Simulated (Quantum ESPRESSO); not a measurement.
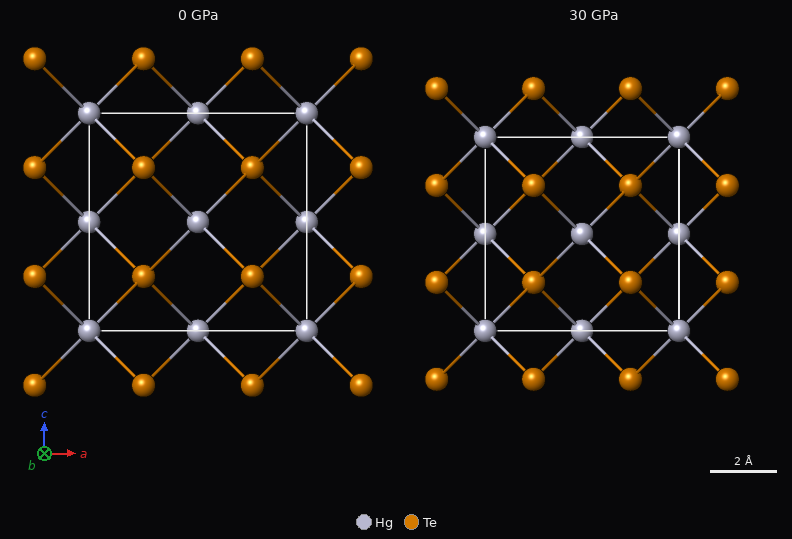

Crystalline HgTe (set up in F-43m), relaxed (cell and atoms) at several target pressures. The picture shows the first and the last member. The picture is a ball-and-stick view of the conventional cell (4 times the calculation's cell), seen along the b axis. Lengths and directions refer to the drawn axes.

Computed with Quantum ESPRESSO 7.5: PBE, SSSP 1.3 efficiency PBE. Settings: plane-wave cutoff 938.8 eV; k-point mesh 7 × 7 × 7; occupations fermi-dirac; smearing width 0.05 eV; no spin polarisation.

```csv
pressure (GPa),volume (Å³/atom),a (Å)
0,36.843,6.655
2,35.034,6.544
5,33.066,6.419
10,?,?
20,27.895,6.066
30,26.011,5.926
```

> Estimate the missing row from the others, and compare with the calculation.

Murnaghan's form V = V₀(1 + B′P/B₀)^(−1/B′), with V₀ = 36.843 Å³ from the row at zero pressure, fits the other rows with B₀ = 35.9 GPa and B′ = 4.48 (largest miss 0.032 Å³). At 10 GPa it gives 36.843 × (1 + 4.48 × 10/35.9)^(−1/4.48) = 30.749 Å³ per atom. The calculation gives 30.784 Å³/atom (a = 6.268 Å). The estimate is 0.035 Å³/atom too low. From the first member to the last: Hg–Te 2.882 → 2.566 Å.

The whole series:

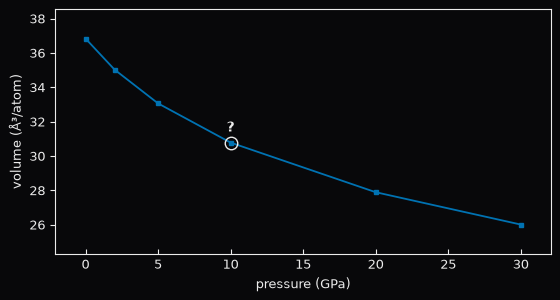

Each member starts from this one structure; whether another phase lies lower wasn't checked.
